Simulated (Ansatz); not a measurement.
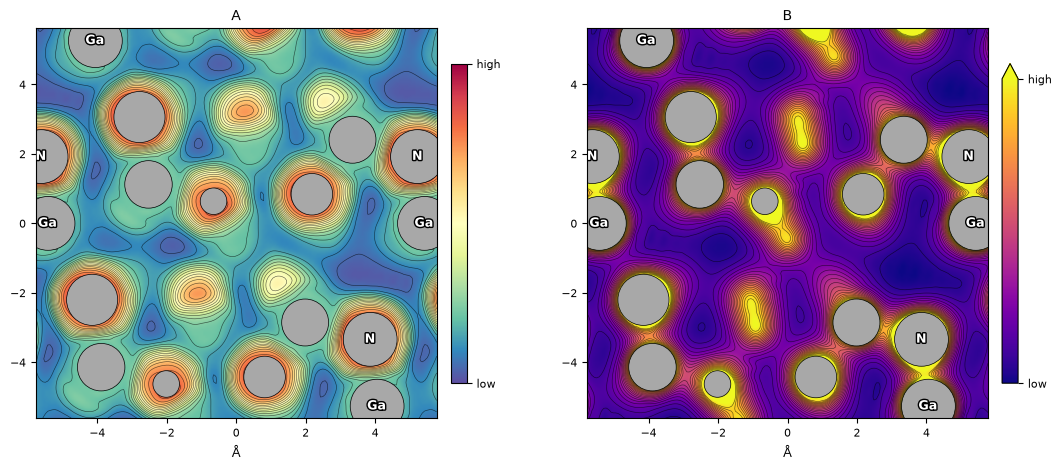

GaN: 2 fields on the (111) plane of the conventional cell, with unlabelled colour scales. Grey discs cover the atomic cores.

Space group P6₃mc; a structure from a database of computed crystals, not necessarily the ambient phase.

The calculation used Kohn-Sham DFT of a periodic cell, PBE with D3(BJ), Ansatz PAW in Ansatz.

### Match the panels to the quantities (electron localisation function and valence pseudo-density).

Panel A: electron localisation function. Panel B: valence pseudo-density. From the grid: Ga–N (1.94 Å): ρ is about 0.77 e/Å³ halfway; the ELF peaks at about 0.85 in the valence shell of N, 0.7 Å from its nucleus, and is about 0.50 at the midpoint.
